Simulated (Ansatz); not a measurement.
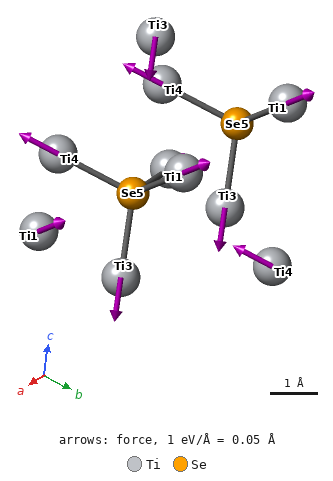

Starting geometry of a crystal of Ti₄Se (a generated structure, set up in I-43m) (coarse preliminary run) with the computed forces as purple arrows. A ball-and-stick model of the atoms within 4.2 Å of the atom that moves most (axes of the cell of the calculation), seen slightly off an axis.

Computed with DFT PBE, scalar-relativistic, plane waves, PAW in Ansatz 0.2.0.

Input
```yaml
crystal:
  lattice:
    - [-2.99335705, 2.99335705, 2.99335705]
    - [2.99335705, -2.99335705, 2.99335705]
    - [2.99335705, 2.99335705, -2.99335705]
  atoms:
    - { symbol: Ti, position: [0.34959999, 0.34959999, 0.34959999], spin: 1.0 }
    - { symbol: Ti, position: [0.65040001, 0.0, 0.0], spin: 1.0 }
    - { symbol: Ti, position: [0.0, 0.0, 0.65040001], spin: -1.0 }
    - { symbol: Ti, position: [0.0, 0.65040001, 0.0], spin: -1.0 }
    - { symbol: Se, position: [0.0, 0.0, 0.0] }
basis:
  ecutwfc: 420
kpoints:
  mp_grid: { grid: [4, 4, 4] }
hamiltonian:
  xc: pbe
scf:
  occupations: { method: gaussian, width: 0.1 }
  lower_state_search: "off"
output:
  forces: true
  stress: true
  eigenvalues: true
  populations: true
magnetization:
  spin_polarized: true
relax:
  adjacent_minimum: "off"
  f_tol: 0.04
  max_steps: 70
  cell: { stress_tol: 0.4 }
```

Run as
```bash
ansatz run input.yaml --threads 1 --pin off --max-ram 2560MiB --backend cpu --events-out ev --progress --plain --runs-dir out
```

Question: Is this structure relaxed? If not, where do the atoms go?

Answer: It isn't relaxed: the largest force vector, on Ti atoms, is 19.21 eV/Å. The final displacements follow the starting forces only in part (cosine between the two patterns 0.68). The largest moves relative to the cell, 1.10 Å, are those of Ti1, Ti2, Ti3 and Ti4. Ti2 goes along [−1 3 3]. Se stays in place. Cell: a = b = c 5.185 → 4.892 Å (−5.7 %), α 109.5° → 102.7°, β 109.5° → 112.9°, γ 109.5° → 112.9°. Volume −16.9 %. Some distances before and after: Ti1–Ti3 2.960 → 4.791 Å, Ti1–Ti3 (another image) 4.421 → 2.760 Å, Ti1–Se5 3.372 → 2.508 Å, Ti1–Se5 (another image) 1.813 → 2.614 Å. New bonds form: Ti1–Se5 (3.37 → 2.51 Å), Ti1–Ti3 (4.42 → 2.76 Å), Ti1–Ti4 (4.42 → 2.76 Å), Ti2–Se5 (3.37 → 2.51 Å). Bond angles that change, for instance: Ti1–Se5–Ti2 109.5° → 69.0°, Ti1–Se5–Ti3 109.5° → 132.8°. The space group (tolerance 0.01 Å) goes from I-43m (No. 217) to I-42m (No. 121). Over 11 accepted moves (13 points after the start) the energy falls by 4454 meV per atom. The largest force component goes from 11 to 0.0056 eV/Å. Pressure: 61.33 GPa at the start and −0.03 GPa at the end. The line search rejected the trial step at point 11 of the run. At 1 point the geometry stayed and the basis and grid were re-selected for the new cell (energy shift of 0.5 meV per atom at most each time). The program noted that the starting moments weren't kept. The run may lie on a higher electronic state than the lowest, so the end point isn't shown to be the ground-state structure.
